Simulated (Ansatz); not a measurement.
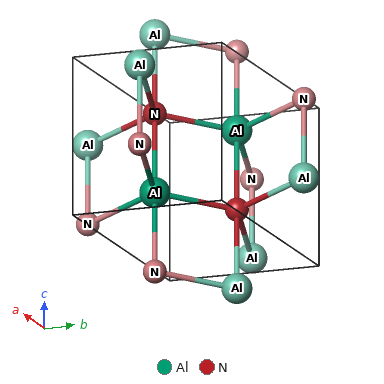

The figure gives a ball-and-stick picture of the atoms, viewed from a general direction. Atoms at the boundary of the conventional unit cell (the box) are drawn once for each face, edge or corner they touch. Periodic images bonded to atoms of the box are shown as well, in fainter colours.

AlN, space group P6_3/mmc (No. 194), a = 3.45 Å, b = 3.45 Å, c = 4.37 Å, α = 90.00°, β = 90.00°, γ = 120.00°.

All computed values are from DFT r2SCAN, scalar-relativistic, plane waves, PAW (Ansatz 0.2.0). Settings: plane-wave cutoff 500 eV, a 9×9×6 grid in reciprocal space, Gaussian smearing of 0.02 eV, no spin polarisation.

Metal or not?

A semiconductor at this level, with a gap of 2.85 eV on the k-mesh (the true edges may lie between mesh points, so the gap can be somewhat smaller).

Would the cell expand or shrink if it could?

The computed pressure is -25.1 GPa (stretched: it would shrink). The stress isn't hydrostatic: its largest component is 26.5 GPa.

The model was built from a structure listed in the Materials Project. The cell was then strained or its atoms displaced on purpose. A calculation with Ansatz used it as input.

At this level of theory the cell isn't at rest (stretched, at -25 GPa), so its distances can differ from those at equilibrium, the more so the softer the solid.
